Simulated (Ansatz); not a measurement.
**C16H (charge +1): nudged elastic band (part 1 of 3)**

System: C16H (defect cell, 17 atoms in the cell, total charge +1).
Method: DFT PBE-D3(BJ), scalar-relativistic, plane waves, PAW, no spin polarisation (Ansatz 0.2.0).

It belongs to a series of runs on one base structure; here: band between the two ends. Figures and captions count atoms from 1; the log counts them from 0 in places.

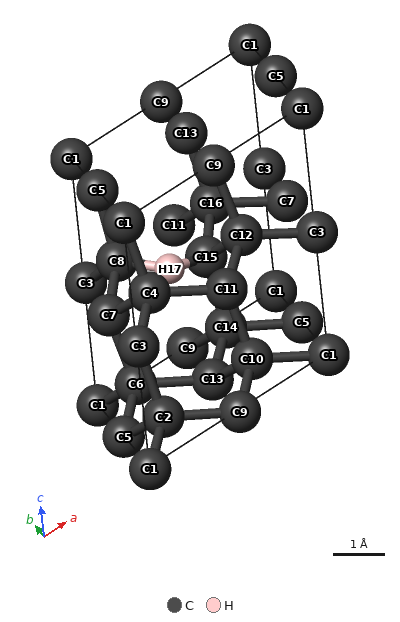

Figure 1. The starting structure (ball-and-stick view of the cell of the calculation, seen slightly off an axis; atoms are numbered from 1 in the order of the input).

**Key numbers**

```tsv
quantity	value
outcome	converged
barrier, forward	0.043 eV
barrier, backward	0.043 eV
electrons treated	64
hardware	1 thread of Intel Xeon (Sapphire Rapids), 16 GiB of memory available, shared host
wall time	8.2 min
peak memory	0.54 GiB
```

**Input file**
```yaml
crystal:
  lattice:
    - [0.0, 3.57, 3.57]
    - [3.57, 0.0, 3.57]
    - [3.57, 3.57, 0.0]
  atoms:
    - { symbol: C, position: [0.00257081, -0.00110718, -0.01032654] }
    - { symbol: C, position: [0.1312756, 0.1231447, 0.11051092] }
    - { symbol: C, position: [0.01001705, -0.00110724, 0.4839476] }
    - { symbol: C, position: [0.12720253, 0.12213138, 0.61616805] }
    - { symbol: C, position: [0.0014768, 0.49871383, -0.00739682] }
    - { symbol: C, position: [0.12524111, 0.62576477, 0.11574815] }
    - { symbol: C, position: [-0.00932063, 0.50013588, 0.49016524] }
    - { symbol: C, position: [0.09728067, 0.63574633, 0.62700877] }
    - { symbol: C, position: [0.50590094, -0.0011457, -0.01110013] }
    - { symbol: C, position: [0.62857629, 0.12320739, 0.11499762] }
    - { symbol: C, position: [0.50388914, -0.00239021, 0.48851958] }
    - { symbol: C, position: [0.64032423, 0.1131484, 0.6145368] }
    - { symbol: C, position: [0.49987043, 0.49703424, -0.00584351] }
    - { symbol: C, position: [0.6297918, 0.62488505, 0.11199311] }
    - { symbol: C, position: [0.53389786, 0.49198571, 0.47771057] }
    - { symbol: C, position: [0.62103566, 0.62497451, 0.62074725] }
    - { symbol: H, position: [0.31539299, 0.41288473, 0.55110103] }
total_charge: 1
basis:
  ecutwfc: 420.0
kpoints:
  mp_grid: { grid: [3, 3, 3] }
hamiltonian:
  xc: pbe
  dispersion: d3bj
scf:
  occupations: { method: gaussian, width: 0.02 }
  lower_state_search: "off"
neb:
  images: 5
  f_tol: 0.05
  initial_path: linear
  max_iterations: 80
  final_atoms:
    - { symbol: C, position: [0.00908756, -0.00986438, -0.00263001] }
    - { symbol: C, position: [0.13515459, 0.10568164, 0.13380949] }
    - { symbol: C, position: [0.00450667, -0.00856387, 0.50345821] }
    - { symbol: C, position: [0.13676577, 0.11460833, 0.62071112] }
    - { symbol: C, position: [-0.00163943, 0.48444467, 0.02753432] }
    - { symbol: C, position: [0.14135007, 0.61743195, 0.11459734] }
    - { symbol: C, position: [0.01070841, 0.49267982, 0.48417102] }
    - { symbol: C, position: [0.14756071, 0.62839675, 0.59059893] }
    - { symbol: C, position: [0.5095449, -0.00864651, -0.00064468] }
    - { symbol: C, position: [0.63561683, 0.11567226, 0.12203408] }
    - { symbol: C, position: [0.51024873, -0.00864787, 0.4960598] }
    - { symbol: C, position: [0.63106764, 0.11565235, 0.62472934] }
    - { symbol: C, position: [0.51479023, 0.48946917, -0.00660515] }
    - { symbol: C, position: [0.63268058, 0.61732357, 0.1233136] }
    - { symbol: C, position: [0.51309191, 0.49127986, 0.49493445] }
    - { symbol: C, position: [0.63631436, 0.61825424, 0.61874245] }
    - { symbol: H, position: [0.07171076, 0.40560486, 0.8088687] }
  order_check: true
```

Launch command:
```bash
ansatz run input.yaml --threads 1 --pin off --max-ram 3072MiB --backend cpu --events-out ev --progress --plain --runs-dir out
```

**Log**
```
Warning: neb: disabling space-group detection — the band's intermediate images generally break the endpoint symmetry, so no spatial operation reduces the k-mesh or symmetrises the density, except that a semilocal band can use its path's symmetry ahead of convergence; time reversal is kept, so that k and −k are solved as one point where they differ and the mesh holds both, and exact exchange and, on two spinor components, a DFT+U term hold to it where the run has them: on two components no moment then forms, and a state that bears one, which a typed moment (crystal.atoms[].spin; refused beside efield: under a hybrid functional) reaches, can lie lower, under hf by electronvolts; crystal.symmetry.detect: false (a key that needs symmetry detection or time reversal refuses this as the deck is read) with time_reversal: false beside it drops time reversal too
Engine: ansatz 0.2.0, x86_64-unknown-linux-gnu
Pseudopotentials: kind: paw
Pseudopotential: C, paw, valence charge 4, recommended cutoff 420 eV (normal), C.paw.azcp
Pseudopotential: H, paw, valence charge 1, recommended cutoff 420 eV (normal), H.paw.azcp
Functional definition: PBE
  parameter kappa = 0.804
  parameter beta = 0.06672455060314922
  exchange = pbe_x(kappa = kappa, mu = beta*pi^2/3)
  correlation = pbe_c(beta = beta)
NEB image 0
Crystal: 17 atoms, lattice volume = 90.999 Å³
Basis set: ecut = 420 eV, 1807 PW (Γ), exchange–correlation on 72×72×72 points (8 copies of the dense FFT grid, shifted against one another)
Bands: 49, of which v1, the nominal top of the filled ones, is band 32 counted from 1 (31 counted from 0)
Symmetry: 1 space group operations
k-points: 14 of 27 (time reversal used)
Non-local potential: C, projectors of the file, l = 0: 2, l = 1: 2, l = 2: 1
Non-local potential: H, projectors of the file, l = 0: 2, l = 1: 1
PAW form: soft (Blöchl's): semilocal exchange-correlation on the pseudo side does not see the compensation charge
PAW one-centre angular grid: C, 110 points (default); XC on 64 Gauss nodes
PAW one-centre angular grid: H, 110 points (default); XC on 64 Gauss nodes
Initial density: superposition of atomic densities (neutral atoms scaled as one to the charged cell's electrons: chi_scale 0, normalization atom), corrected by the library's trained network
Initial wavefunctions: pseudopotential atomic-orbital guess
Functional: x = pbe(κ = 0.804, μ = 0.2195149727645171), c = pbe(β = 0.06672455060314922)
SCF iter   1: F=—  HF=-4042.095092 eV  |F-HF|=—  |Δ(HF+E_count)|=         —  Δρ=1.48e-2  dr2=2.90e-1  ethr=1.77e-3  ⟨swp⟩=7.0  Hψ=3021  notcnv=0  defer=77
preconditioner: auto → Resta (q_TF=auto, 2.573 Å⁻¹)  ε∞=4.3  [insulator: Δε(μ)=2.965 eV  Ē_g=17.049 eV  σ=0.020 eV  W_gap=1.00  n_scr=26 (ndim 8)  ℏωp=31.1 eV  f_vac=0.000  D(μ)=0.00/eV (n_scr^D=0)  ε∞_Penn≈4.3]
SCF iter   2: F=—  HF=-4042.014181 eV  |F-HF|=—  |Δ(HF+E_count)|=   8.09e-2  Δρ=7.72e-3  dr2=6.49e-2  ethr=4.54e-4  ⟨swp⟩=2.6  Hψ=1082  notcnv=0  defer=165
SCF iter   3: F=—  HF=-4041.990784 eV  |F-HF|=—  |Δ(HF+E_count)|=   2.34e-2  Δρ=1.64e-3  dr2=1.85e-3  ethr=1.01e-4  ⟨swp⟩=3.0  Hψ=1036  notcnv=0  defer=165
SCF iter   4: F=—  HF=-4041.990338 eV  |F-HF|=—  |Δ(HF+E_count)|=   4.46e-4  Δρ=3.42e-4  dr2=1.04e-4  ethr=2.89e-6  ⟨swp⟩=2.0  Hψ=1000  notcnv=0  defer=165
SCF iter   5: F=—  HF=-4041.990327 eV  |F-HF|=—  |Δ(HF+E_count)|=   1.19e-5  Δρ=1.05e-4  dr2=8.37e-6  ethr=1.62e-7  ⟨swp⟩=2.0  Hψ=843  notcnv=0  defer=165
SCF iter   6: F=—  HF=-4041.990332 eV  |F-HF|=—  |Δ(HF+E_count)|=   5.53e-6  Δρ=2.53e-5  dr2=4.47e-7  ethr=1.31e-8  ⟨swp⟩=2.2  Hψ=1061  notcnv=0  defer=165
SCF iter   7: F=-4041.990332 eV  HF=-4041.990332 eV  |F-HF|=8.82e-9  |Δ(HF+E_count)|=   1.04e-7  Δρ=5.51e-6  dr2=1.60e-8  ethr=1.56e-10  ⟨swp⟩=4.8  Hψ=2092  notcnv=0
SCF 1 converged in 7 iterations: F = -4041.990332 eV  dr2 = 1.60e-8
  greatest PAW one-centre occupation: 0.655 electrons in one spin orbital (limit 2), on the C atom at site 7 (counted from 0), in its partial waves of l = 0
NSCF: frozen V_eff on 14 k-points
NEB image 6
SCF iter   1: F=—  HF=-4042.095295 eV  |F-HF|=—  |Δ(HF+E_count)|=         —  Δρ=1.49e-2  dr2=2.91e-1  ethr=1.77e-3  ⟨swp⟩=7.2  Hψ=3016  notcnv=0  defer=71
preconditioner: auto → Resta (q_TF=auto, 2.573 Å⁻¹)  ε∞=4.3  [insulator: Δε(μ)=2.954 eV  Ē_g=17.049 eV  σ=0.020 eV  W_gap=1.00  n_scr=26 (ndim 8)  ℏωp=31.1 eV  f_vac=0.000  D(μ)=0.00/eV (n_scr^D=0)  ε∞_Penn≈4.3]
SCF iter   2: F=—  HF=-4042.014243 eV  |F-HF|=—  |Δ(HF+E_count)|=   8.11e-2  Δρ=7.74e-3  dr2=6.51e-2  ethr=4.55e-4  ⟨swp⟩=2.6  Hψ=1082  notcnv=0  defer=165
SCF iter   3: F=—  HF=-4041.990756 eV  |F-HF|=—  |Δ(HF+E_count)|=   2.35e-2  Δρ=1.64e-3  dr2=1.87e-3  ethr=1.02e-4  ⟨swp⟩=2.9  Hψ=1032  notcnv=0  defer=165
SCF iter   4: F=—  HF=-4041.990303 eV  |F-HF|=—  |Δ(HF+E_count)|=   4.53e-4  Δρ=3.47e-4  dr2=1.06e-4  ethr=2.92e-6  ⟨swp⟩=2.0  Hψ=1000  notcnv=0  defer=165
SCF iter   5: F=—  HF=-4041.990294 eV  |F-HF|=—  |Δ(HF+E_count)|=   8.87e-6  Δρ=1.06e-4  dr2=8.58e-6  ethr=1.65e-7  ⟨swp⟩=2.0  Hψ=858  notcnv=0  defer=165
SCF iter   6: F=—  HF=-4041.990293 eV  |F-HF|=—  |Δ(HF+E_count)|=   1.42e-6  Δρ=2.55e-5  dr2=4.47e-7  ethr=1.34e-8  ⟨swp⟩=2.2  Hψ=1067  notcnv=0  defer=165
SCF iter   7: F=-4041.990293 eV  HF=-4041.990293 eV  |F-HF|=9.07e-9  |Δ(HF+E_count)|=   1.16e-7  Δρ=5.48e-6  dr2=1.57e-8  ethr=1.56e-10  ⟨swp⟩=4.5  Hψ=2091  notcnv=0
SCF 2 converged in 7 iterations: F = -4041.990293 eV  dr2 = 1.57e-8
NSCF: frozen V_eff on 14 k-points
NEB end point (image 0): max|allowed force component| = 1.099e-2 eV/Å (the criterion of neb.relax_end_points is 1.000e-2)
NEB end point (image 6): max|allowed force component| = 2.337e-2 eV/Å (the criterion of neb.relax_end_points is 1.000e-2)
NEB image 1
SCF iter   1: F=—  HF=-4041.751151 eV  |F-HF|=—  |Δ(HF+E_count)|=         —  Δρ=1.41e-2  dr2=2.60e-1  ethr=1.77e-3  ⟨swp⟩=6.7  Hψ=3033  notcnv=0  defer=66
preconditioner: auto → Resta (q_TF=auto, 2.573 Å⁻¹)  ε∞=4.3  [insulator: Δε(μ)=2.841 eV  Ē_g=17.055 eV  σ=0.020 eV  W_gap=1.00  n_scr=26 (ndim 8)  ℏωp=31.1 eV  f_vac=0.000  D(μ)=0.00/eV (n_scr^D=0)  ε∞_Penn≈4.3]
SCF iter   2: F=—  HF=-4041.680703 eV  |F-HF|=—  |Δ(HF+E_count)|=   7.04e-2  Δρ=7.32e-3  dr2=5.77e-2  ethr=4.06e-4  ⟨swp⟩=2.6  Hψ=1075  notcnv=0  defer=167
SCF iter   3: F=—  HF=-4041.660628 eV  |F-HF|=—  |Δ(HF+E_count)|=   2.01e-2  Δρ=1.64e-3  dr2=1.86e-3  ethr=9.02e-5  ⟨swp⟩=3.0  Hψ=1016  notcnv=0  defer=167
SCF iter   4: F=—  HF=-4041.660199 eV  |F-HF|=—  |Δ(HF+E_count)|=   4.29e-4  Δρ=3.70e-4  dr2=1.15e-4  ethr=2.91e-6  ⟨swp⟩=2.0  Hψ=992  notcnv=0  defer=167
SCF iter   5: F=—  HF=-4041.660190 eV  |F-HF|=—  |Δ(HF+E_count)|=   8.85e-6  Δρ=1.12e-4  dr2=9.49e-6  ethr=1.79e-7  ⟨swp⟩=2.1  Hψ=875  notcnv=0  defer=167
SCF iter   6: F=—  HF=-4041.660185 eV  |F-HF|=—  |Δ(HF+E_count)|=   5.27e-6  Δρ=2.90e-5  dr2=5.60e-7  ethr=1.48e-8  ⟨swp⟩=2.0  Hψ=1063  notcnv=0  defer=167
SCF iter   7: F=-4041.660185 eV  HF=-4041.660185 eV  |F-HF|=6.66e-9  |Δ(HF+E_count)|=   1.02e-7  Δρ=6.91e-6  dr2=2.65e-8  ethr=1.56e-10  ⟨swp⟩=4.7  Hψ=2098  notcnv=0
SCF 3 converged in 7 iterations: F = -4041.660185 eV  dr2 = 2.65e-8
  greatest PAW one-centre occupation: 0.659 electrons in one spin orbital (limit 2), on the C atom at site 7 (counted from 0), in its partial waves of l = 0
[...]
NEB image 2
preconditioner: auto → Resta (q_TF=auto, 2.573 Å⁻¹)  ε∞=4.3  [insulator: Δε(μ)=2.293 eV  Ē_g=17.045 eV  σ=0.020 eV  W_gap=1.00  n_scr=26 (ndim 8)  ℏωp=31.1 eV  f_vac=0.000  D(μ)=0.00/eV (n_scr^D=0)  ε∞_Penn≈4.3]
  greatest PAW one-centre occupation: 0.666 electrons in one spin orbital (limit 2), on the C atom at site 7 (counted from 0), in its partial waves of l = 0
NEB image 3
preconditioner: auto → Resta (q_TF=auto, 2.573 Å⁻¹)  ε∞=4.3  [insulator: Δε(μ)=1.973 eV  Ē_g=17.038 eV  σ=0.020 eV  W_gap=1.00  n_scr=26 (ndim 8)  ℏωp=31.1 eV  f_vac=0.000  D(μ)=0.00/eV (n_scr^D=0)  ε∞_Penn≈4.3]
  greatest PAW one-centre occupation: 0.669 electrons in one spin orbital (limit 2), on the C atom at site 7 (counted from 0), in its partial waves of l = 0
NEB image 4
preconditioner: auto → Resta (q_TF=auto, 2.573 Å⁻¹)  ε∞=4.3  [insulator: Δε(μ)=2.292 eV  Ē_g=17.045 eV  σ=0.020 eV  W_gap=1.00  n_scr=26 (ndim 8)  ℏωp=31.1 eV  f_vac=0.000  D(μ)=0.00/eV (n_scr^D=0)  ε∞_Penn≈4.3]
NEB image 5
preconditioner: auto → Resta (q_TF=auto, 2.573 Å⁻¹)  ε∞=4.3  [insulator: Δε(μ)=2.837 eV  Ē_g=17.055 eV  σ=0.020 eV  W_gap=1.00  n_scr=26 (ndim 8)  ℏωp=31.1 eV  f_vac=0.000  D(μ)=0.00/eV (n_scr^D=0)  ε∞_Penn≈4.3]
NEB iter   1: max|band force component| = 6.141e0 eV/Å  barrier→ = 1.5378 eV  barrier← = 1.5377 eV  Δτ_max = 0.1105 Å  (49 SCF iters)
NEB image 1
Initial density: handed on by an earlier stage of this run
Initial wavefunctions: those handed on with the density
preconditioner: auto → Resta (q_TF=auto, 2.573 Å⁻¹)  ε∞=4.3  [insulator: Δε(μ)=2.559 eV  Ē_g=17.016 eV  σ=0.020 eV  W_gap=1.00  n_scr=26 (ndim 8)  ℏωp=31.1 eV  f_vac=0.000  D(μ)=0.00/eV (n_scr^D=0)  ε∞_Penn≈4.3]
NEB image 2
preconditioner: auto → Resta (q_TF=auto, 2.573 Å⁻¹)  ε∞=4.4  [insulator: Δε(μ)=2.006 eV  Ē_g=16.997 eV  σ=0.020 eV  W_gap=1.00  n_scr=26 (ndim 8)  ℏωp=31.1 eV  f_vac=0.000  D(μ)=0.00/eV (n_scr^D=0)  ε∞_Penn≈4.4]
  greatest PAW one-centre occupation: 0.653 electrons in one spin orbital (limit 2), on the C atom at site 7 (counted from 0), in its partial waves of l = 0
NEB image 3
preconditioner: auto → Resta (q_TF=auto, 2.573 Å⁻¹)  ε∞=4.4  [insulator: Δε(μ)=1.664 eV  Ē_g=16.987 eV  σ=0.020 eV  W_gap=1.00  n_scr=26 (ndim 8)  ℏωp=31.1 eV  f_vac=0.000  D(μ)=0.00/eV (n_scr^D=0)  ε∞_Penn≈4.4]
  greatest PAW one-centre occupation: 0.652 electrons in one spin orbital (limit 2), on the C atom at site 7 (counted from 0), in its partial waves of l = 0
NEB image 4
NEB image 5
preconditioner: auto → Resta (q_TF=auto, 2.573 Å⁻¹)  ε∞=4.3  [insulator: Δε(μ)=2.556 eV  Ē_g=17.016 eV  σ=0.020 eV  W_gap=1.00  n_scr=26 (ndim 8)  ℏωp=31.1 eV  f_vac=0.000  D(μ)=0.00/eV (n_scr^D=0)  ε∞_Penn≈4.3]
NEB iter   2: max|band force component| = 1.920e0 eV/Å  barrier→ = 0.7248 eV  barrier← = 0.7248 eV  Δτ_max = 0.0581 Å  (31 SCF iters)
[... from here on the SCF iterations and repeated set-up lines of each step are left out, up to the last step ...]
NEB image 1
NEB image 2
NEB image 3
NEB image 4
NEB image 5
NEB iter   3: max|band force component| = 8.313e-1 eV/Å  barrier→ = 0.5719 eV  barrier← = 0.5718 eV  Δτ_max = 0.0452 Å  (30 SCF iters)
NEB image 1
NEB image 2
NEB image 3
NEB image 4
NEB image 5
NEB iter   4: max|band force component| = 3.370e-1 eV/Å  barrier→ = 0.5281 eV  barrier← = 0.5280 eV  CI = image 3  Δτ_max = 0.0393 Å  (30 SCF iters)
NEB image 1
NEB image 2
NEB image 3
NEB image 4
NEB image 5
NEB iter   5: max|band force component| = 3.690e-1 eV/Å  barrier→ = 0.5138 eV  barrier← = 0.5138 eV  CI = image 3  Δτ_max = 0.0196 Å  (26 SCF iters)
NEB image 1
NEB image 2
NEB image 3
NEB image 4
NEB image 5
NEB iter   6: max|band force component| = 4.996e-1 eV/Å  barrier→ = 0.5034 eV  barrier← = 0.5034 eV  CI = image 3  Δτ_max = 0.0392 Å  (25 SCF iters)
NEB image 1
NEB image 2
NEB image 3
NEB image 4
NEB image 5
NEB iter   7: max|band force component| = 6.907e-1 eV/Å  barrier→ = 0.4746 eV  barrier← = 0.4746 eV  CI = image 3  Δτ_max = 0.0393 Å  (26 SCF iters)
NEB image 1
NEB image 2
NEB image 3
NEB image 4
NEB image 5
NEB iter   8: max|band force component| = 8.336e-1 eV/Å  barrier→ = 0.4368 eV  barrier← = 0.4368 eV  CI = image 3  Δτ_max = 0.0785 Å  (27 SCF iters)
NEB image 1
NEB image 2
NEB image 3
NEB image 4
NEB image 5
NEB iter   9: max|band force component| = 1.013e0 eV/Å  barrier→ = 0.3415 eV  barrier← = 0.3415 eV  CI = image 3  Δτ_max = 0.1572 Å  (30 SCF iters)
NEB image 1
NEB image 2
NEB image 3
NEB image 4
NEB image 5
NEB iter  10: max|band force component| = 1.136e0 eV/Å  barrier→ = 0.1400 eV  barrier← = 0.1399 eV  CI = image 3  Δτ_max = 0.1583 Å  (30 SCF iters)
NEB image 1
NEB image 2
NEB image 3
NEB image 4
NEB image 5
NEB iter  11: max|band force component| = 1.980e0 eV/Å  barrier→ = 0.1087 eV  barrier← = 0.1086 eV  CI = image 3  Δτ_max = 0.0707 Å  (30 SCF iters)
NEB image 1
NEB image 2
NEB image 3
NEB image 4
NEB image 5
```
